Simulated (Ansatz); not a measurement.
**MgO: a changed input and its effect**

System: MgO (P6₃mc, 8 atoms in the cell).
Method of run A: DFT PBEsol, scalar-relativistic, plane waves, PAW, PAW set soft_1, no spin polarisation (Ansatz 0.2.0).

The structure derives from a Materials Project entry. Text and figures count atoms from 1; the logs count them from 0 in places.

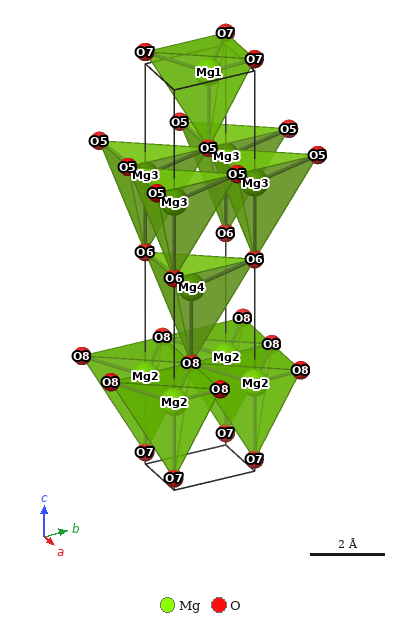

Fig. 1: The input geometry (polyhedral view of the cell of the calculation, seen slightly off an axis; polyhedra are completed across the faces of the cell; atoms are numbered from 1 in the order of the input). An atom can appear more than once, as a periodic image.

**Input file, run A**
```yaml
crystal:
  lattice:
    - [3.0926, 0.0, 0.0]
    - [-1.5463, 2.6782701637, 0.0]
    - [0.0, 0.0, 11.2493]
  atoms:
    - { symbol: Mg, position: [0.3333333333, 0.6666666667, 0.9695925587] }
    - { symbol: Mg, position: [0.0, 0.0, 0.2209429155] }
    - { symbol: Mg, position: [0.0, 0.0, 0.7209429155] }
    - { symbol: Mg, position: [0.6666666667, 0.3333333333, 0.4695925587] }
    - { symbol: O, position: [0.3333333333, 0.6666666667, 0.7799203897] }
    - { symbol: O, position: [0.0, 0.0, 0.5295423161] }
    - { symbol: O, position: [0.0, 0.0, 0.0295423161] }
    - { symbol: O, position: [0.6666666667, 0.3333333333, 0.2799203897] }
basis:
  ecutwfc: 520.0
kpoints:
  mp_grid: { grid: [9, 9, 4] }
hamiltonian:
  xc: pbesol
  pseudopotentials: { kind: paw, azcp: { folder: soft_1 } }
scf:
  occupations: { method: gaussian, width: 0.05 }
output:
  forces: true
  stress: true
  eigenvalues: true
  write_density: true
  write_potential: true
  elf: true
  volumetric_format: npy
```

Command:
```bash
ansatz run input.yaml --threads 2 --pin off --max-ram 4096MiB --backend cpu --events-out ev --progress --plain --runs-dir out
```

Hardware: 2 threads of Arm Neoverse N1, 98 GiB of memory available, shared host.

**Output, shortened to warnings, some set-up lines, iterations and results (run A)**
```
Warning: [file] the record states the generating functional pbe (its physics header spells it `PBE`), which answers neither for hamiltonian.xc's functional nor for the pbesol family's — results may be inconsistent (PPs are generated against a specific XC)
Warning: [file] the record states the generating functional pbe (its physics header spells it `PBE`), which answers neither for hamiltonian.xc's functional nor for the pbesol family's — results may be inconsistent (PPs are generated against a specific XC)
Basis set: ecut = 520 eV, 2513 PW (Γ), exchange–correlation on 48×48×180 points (8 copies of the dense FFT grid, shifted against one another)
Symmetry: 12 space group operations
k-points: 36 of 324 (time reversal used)
Initial density: superposition of atomic densities (chi_scale 0.1, normalization cell, long waves kept (reshape's long-wave potential 0.00 eV rms))
[...]
SCF iter   1: F=—  HF=-9902.461210 eV  |F-HF|=—  |Δ(HF+E_count)|=         —  Δρ=6.95e-2  dr2=3.74e0  ethr=3.10e-3  ⟨swp⟩=6.4  Hψ=6462  notcnv=0  defer=1
SCF iter   2: F=—  HF=-9901.792545 eV  |F-HF|=—  |Δ(HF+E_count)|=   6.69e-1  Δρ=3.66e-2  dr2=1.26e0  ethr=3.10e-3  ⟨swp⟩=2.0  Hψ=2706  notcnv=0  defer=136
SCF iter   3: F=—  HF=-9901.651525 eV  |F-HF|=—  |Δ(HF+E_count)|=   1.41e-1  Δρ=5.92e-3  dr2=4.35e-2  ethr=1.97e-3  ⟨swp⟩=3.0  Hψ=2464  notcnv=0  defer=136
SCF iter   4: F=—  HF=-9901.655418 eV  |F-HF|=—  |Δ(HF+E_count)|=   3.89e-3  Δρ=1.34e-3  dr2=1.24e-3  ethr=6.79e-5  ⟨swp⟩=3.0  Hψ=2588  notcnv=0  defer=136
SCF iter   5: F=—  HF=-9901.656880 eV  |F-HF|=—  |Δ(HF+E_count)|=   1.46e-3  Δρ=1.96e-4  dr2=2.50e-5  ethr=1.94e-6  ⟨swp⟩=2.1  Hψ=1708  notcnv=0  defer=136
SCF iter   6: F=—  HF=-9901.656894 eV  |F-HF|=—  |Δ(HF+E_count)|=   1.43e-5  Δρ=5.76e-5  dr2=1.76e-6  ethr=3.91e-8  ⟨swp⟩=2.4  Hψ=2427  notcnv=0  defer=136
SCF iter   7: F=-9901.656896 eV  HF=-9901.656896 eV  |F-HF|=4.48e-8  |Δ(HF+E_count)|=   1.50e-6  Δρ=1.03e-5  dr2=7.87e-8  ethr=1.56e-10  ⟨swp⟩=12.1  Hψ=11158  notcnv=0
SCF 1 converged in 7 iterations: F = -9901.656896 eV  dr2 = 7.87e-8
SCF converged after 7 iterations
Free energy (F): -9901.656896 eV
Harris-Foulkes:  -9901.656896 eV  (|F-HF|=4.48e-8)
Internal energy: -9901.656896 eV  (E = F + TS)
E sigma→0 (E₀):  -9901.656896 eV
Fermi energy:    6.521693 eV
--- Per-component energies (eV) ---
  E_band       = -1329.115902
  E_kinetic    = 967.885323
  E_local      = -7819.659336  (includes V_loc(G=0)·N_el)
  E_nonlocal   = 992.434028
  E_hartree    = 2686.477938
  E_xc         = -395.130478
  E_vxc        = -508.752774  (∫ρ·V_xc dr)
  E_paw        = -1783.584941  (= ΣΔE_a)
  E_vpaw       = -333.981125  (= ΣTr[D̂ρ^β])
  E_aug_tail   = 0.000623  (compensation charges beyond the density's cutoff)
  E_ewald      = -4550.456653
  E_core_change = 0.376601  (= ΣΔE_core)
  E_smearing   = -0.000000  (= −TS)
  E_closure    = -0.000000  (closes the sum)
  Σ components = -9901.656896   (vs F -9901.656896, Δ=0.00e0)
--- Forces (eV/Å), atoms counted from 1 ---
  atom   1  Mg     0.00000000    -0.00000000    -0.81475974
  atom   2  Mg     0.00000000    -0.00000000    -0.89272293
  atom   3  Mg    -0.00000000     0.00000000    -0.89272293
  atom   4  Mg    -0.00000000     0.00000000    -0.81475974
  atom   5  O      0.00000000    -0.00000000     0.87961553
  atom   6  O      0.00000000    -0.00000000     0.82788890
  atom   7  O     -0.00000000     0.00000000     0.82788890
  atom   8  O      0.00000000     0.00000000     0.87961553
  max |Σ_I F_I| component: 4.35e-5 eV/Å
--- Stress (GPa, compression-positive) ---
       15.846816       0.000000       0.000000
        0.000000      15.846816       0.000000
        0.000000      -0.000000     -12.732967
  P = ⅓ Tr σ = 6.3202 GPa (63.202 kbar)
```

For run B the input was changed thus:
```diff
-    - [3.0926, 0.0, 0.0]
-    - [-1.5463, 2.6782701637, 0.0]
+    - [3.1469, 0.0, 0.0]
+    - [-1.57345, 2.7252953432, 0.0]
```

What does this change do to the results?

With the same functional and potentials, run B lies 31.1 meV per atom lower. The gap on the mesh goes from 3.43 to 3.31 eV. The pressure goes from 6.32 to 1.12 GPa. The largest force goes from 0.893 to 0.663 eV/Å. The volume per atom goes from 11.65 to 12.06 Å³. The number of SCF iterations is the same. The plane waves at Γ go from 2513 to 2555.

**Output, shortened to warnings, some set-up lines, iterations and results (run B)**
```
Warning: [file] the record states the generating functional pbe (its physics header spells it `PBE`), which answers neither for hamiltonian.xc's functional nor for the pbesol family's — results may be inconsistent (PPs are generated against a specific XC)
Warning: [file] the record states the generating functional pbe (its physics header spells it `PBE`), which answers neither for hamiltonian.xc's functional nor for the pbesol family's — results may be inconsistent (PPs are generated against a specific XC)
Basis set: ecut = 520 eV, 2555 PW (Γ), exchange–correlation on 48×48×180 points (8 copies of the dense FFT grid, shifted against one another)
Symmetry: 12 space group operations
k-points: 36 of 324 (time reversal used)
Initial density: superposition of atomic densities (chi_scale 0.1, normalization cell, long waves kept (reshape's long-wave potential 0.00 eV rms))
[...]
SCF iter   1: F=—  HF=-9902.640012 eV  |F-HF|=—  |Δ(HF+E_count)|=         —  Δρ=6.78e-2  dr2=3.53e0  ethr=3.10e-3  ⟨swp⟩=6.4  Hψ=6462  notcnv=0
SCF iter   2: F=—  HF=-9902.024964 eV  |F-HF|=—  |Δ(HF+E_count)|=   6.15e-1  Δρ=3.56e-2  dr2=1.21e0  ethr=3.10e-3  ⟨swp⟩=2.4  Hψ=2703  notcnv=0  defer=131
SCF iter   3: F=—  HF=-9901.900270 eV  |F-HF|=—  |Δ(HF+E_count)|=   1.25e-1  Δρ=5.81e-3  dr2=4.29e-2  ethr=1.90e-3  ⟨swp⟩=2.9  Hψ=2468  notcnv=0  defer=131
SCF iter   4: F=—  HF=-9901.904206 eV  |F-HF|=—  |Δ(HF+E_count)|=   3.94e-3  Δρ=1.36e-3  dr2=1.41e-3  ethr=6.70e-5  ⟨swp⟩=3.0  Hψ=2589  notcnv=0  defer=131
SCF iter   5: F=—  HF=-9901.905801 eV  |F-HF|=—  |Δ(HF+E_count)|=   1.59e-3  Δρ=2.65e-4  dr2=4.70e-5  ethr=2.21e-6  ⟨swp⟩=2.0  Hψ=1738  notcnv=0  defer=131
SCF iter   6: F=—  HF=-9901.905828 eV  |F-HF|=—  |Δ(HF+E_count)|=   2.72e-5  Δρ=6.37e-5  dr2=2.21e-6  ethr=7.35e-8  ⟨swp⟩=2.0  Hψ=2444  notcnv=0  defer=131
SCF iter   7: F=-9901.905831 eV  HF=-9901.905831 eV  |F-HF|=8.40e-8  |Δ(HF+E_count)|=   3.45e-6  Δρ=1.03e-5  dr2=8.51e-8  ethr=1.56e-10  ⟨swp⟩=12.1  Hψ=11219  notcnv=0
SCF 1 converged in 7 iterations: F = -9901.905831 eV  dr2 = 8.51e-8
SCF converged after 7 iterations
Free energy (F): -9901.905831 eV
Harris-Foulkes:  -9901.905831 eV  (|F-HF|=8.40e-8)
Internal energy: -9901.905831 eV  (E = F + TS)
E sigma→0 (E₀):  -9901.905831 eV
Fermi energy:    6.112543 eV
--- Per-component energies (eV) ---
  E_band       = -1353.085425
  E_kinetic    = 963.970411
  E_local      = -7888.661538  (includes V_loc(G=0)·N_el)
  E_nonlocal   = 992.074343
  E_hartree    = 2711.016771
  E_xc         = -393.832190
  E_vxc        = -507.017138  (∫ρ·V_xc dr)
  E_paw        = -1784.072222  (= ΣΔE_a)
  E_vpaw       = -335.482363  (= ΣTr[D̂ρ^β])
  E_aug_tail   = 0.000690  (compensation charges beyond the density's cutoff)
  E_ewald      = -4502.778698
  E_core_change = 0.376601  (= ΣΔE_core)
  E_smearing   = -0.000000  (= −TS)
  E_closure    = -0.000000  (closes the sum)
  Σ components = -9901.905831   (vs F -9901.905831, Δ=0.00e0)
--- Forces (eV/Å), atoms counted from 1 ---
  atom   1  Mg     0.00000000     0.00000000    -0.60183625
  atom   2  Mg    -0.00000000     0.00000000    -0.66308359
  atom   3  Mg     0.00000000    -0.00000000    -0.66308359
  atom   4  Mg     0.00000000    -0.00000000    -0.60183625
  atom   5  O     -0.00000000     0.00000000     0.65818397
  atom   6  O      0.00000000     0.00000000     0.60680355
  atom   7  O      0.00000000    -0.00000000     0.60680355
  atom   8  O     -0.00000000    -0.00000000     0.65818397
  max |Σ_I F_I| component: 1.35e-4 eV/Å
--- Stress (GPa, compression-positive) ---
        8.548200      -0.000000       0.000000
        0.000000       8.548200       0.000000
        0.000000       0.000000     -13.742830
  P = ⅓ Tr σ = 1.1179 GPa (11.179 kbar)
```

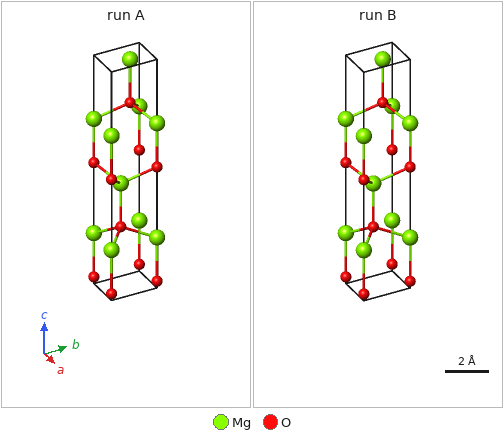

Fig. 2: The two input geometries at one scale (ball-and-stick view of the cell of the calculation, seen slightly off an axis). No atom moves by more than 0.005 Å relative to the cell. Cell: a = b 3.093 → 3.147 Å (+1.8 %), c stays at 11.249 Å. Volume +3.5 %. Among the contacts that change: Mg–O 1.905 → 1.934 Å.

**The two runs side by side**

| quantity | run A | run B |
| --- | --- | --- |
| outcome | converged | converged |
| free energy per atom (eV) | −1237.7071 | −1237.7382 |
| gap on the mesh (eV) | 3.43 | 3.31 |
| pressure (GPa) | 6.32 | 1.12 |
| volume per atom (Å³) | 11.65 | 12.06 |
| largest force (eV/Å) | 0.893 | 0.663 |
| SCF iterations | 7 | 7 |
| irreducible k-points | 36 | 36 |
| plane waves at Γ | 2513 | 2555 |
| wall time (shared host) | 18 s | 20 s |

For both runs: Warnings: the PAW datasets were made with another functional.
